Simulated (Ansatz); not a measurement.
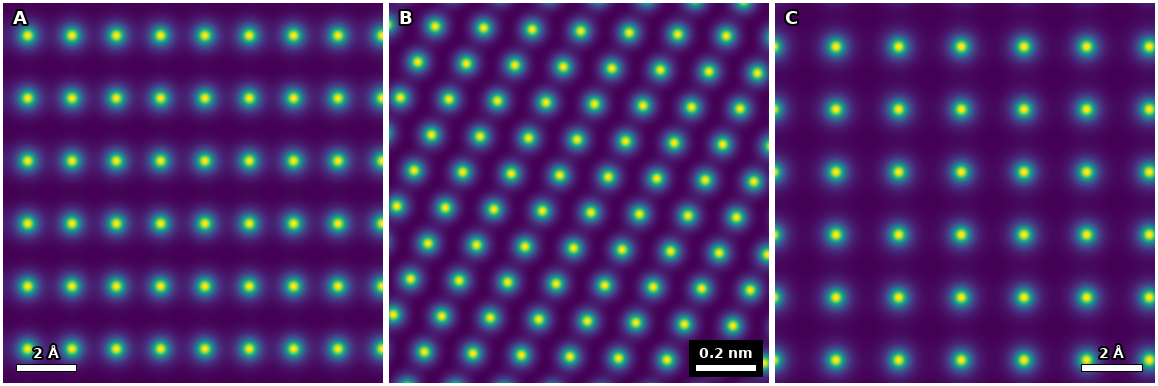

Three views of Ru (Im-3m, No. 229) along different zone axes. Computed as the sum of neutral-atom potentials (tabulated electron scattering factors, B = 0.5 Å²) projected along the beam and smoothed by 0.25 Å; brighter is more positive. Model: the input geometry of a calculation; the starting structure was generated, so it need not be a known form of this composition.

```yaml
crystal:
  lattice:
    - [3.03250, 0.00000, 0.00000]
    - [0.00000, 3.03250, 0.00000]
    - [0.00000, 0.00000, 3.03250]
  atoms:
    - { symbol: Ru, position: [0.00000, 0.00000, 0.00000] }
    - { symbol: Ru, position: [0.50000, 0.50000, 0.50000] }
```

Match the panels to the zone axes [001], [110] and [210].

A is [110]: projected cell 1.52 × 2.14 Å, 90°, plane group p2mm. B is [210]: projected cell 1.36 × 1.66 Å, 114°, plane group c2mm. C is [001]: projected cell 2.14 × 2.14 Å, 90°, plane group p4mm.
